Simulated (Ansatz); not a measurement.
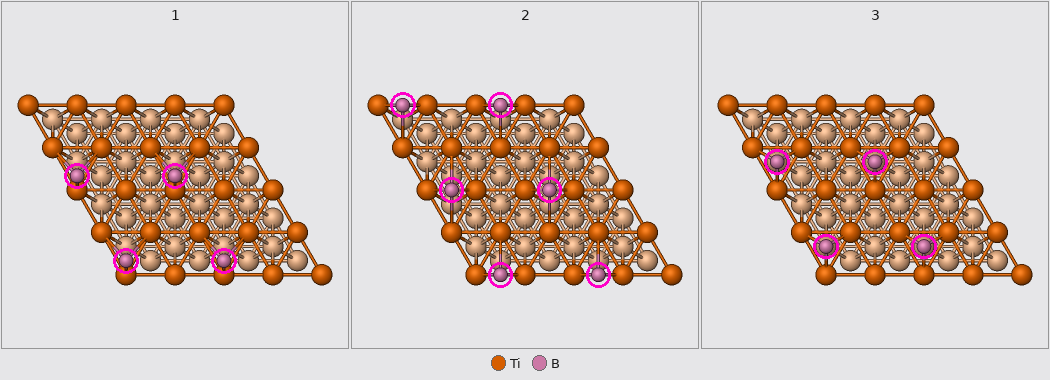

B on a Ti(111) slab cut from the Fm-3m phase, its upper half relaxed before the scan (12 atoms of substrate and one adsorbate in a 2 × 2 cell). B is moved over the surface cell; relaxed at each place: the height of the adsorbate's atoms; substrate rigid; the origin of the map has the adsorbate above Ti9. Places are given modulo a cell vector. The map is drawn in real space over the plane of the surface. Grid: 6 × 6 points; 10 points were computed and 26 follow by symmetry. Places are given in fractions of the 1 × 1 surface cell. All energies are given in eV relative to the lowest grid point. These are results of Ansatz, DFT PBE, scalar-relativistic, plane waves, PAW, not measurements. Settings: cutoff 420 eV, k-mesh 6×6×1, gaussian smearing 0.1 eV, no spin polarisation.

The numbered pictures are structures from this grid. Rings mark the moved atoms.

Question: Which is the most stable, and how do the others follow?

Answer: 3, at a threefold hollow over a second-layer Ti atom, (2/6, 4/6) of the cell vectors: 0.00 eV; 2, at a bridge site between two Ti atoms, (3/6, 0/6) of the cell vectors: 0.75 eV; 1, at (1/6, 2/6) of the cell vectors [nearest 1 Ti at 1.93 Å]: 1.39 eV.

The map, with the structures marked:

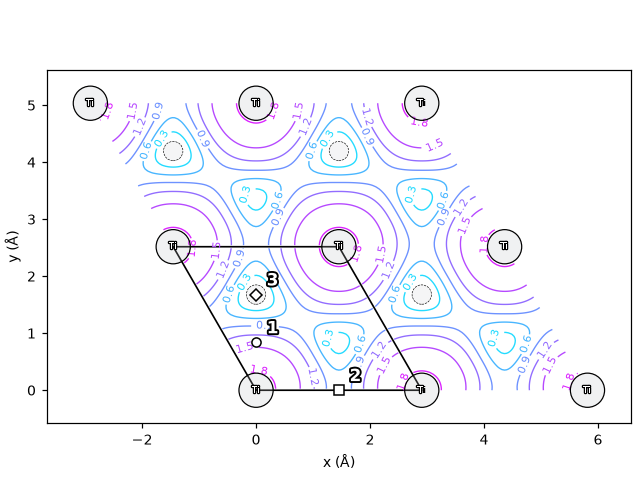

The picture shows contour lines labelled in eV, labelled circles for the atoms of the top layer and small ones for the second layer, the outline of one cell of the 2 × 2 shown. Between grid points the surface is interpolated.

PAW datasets: the set soft_1.
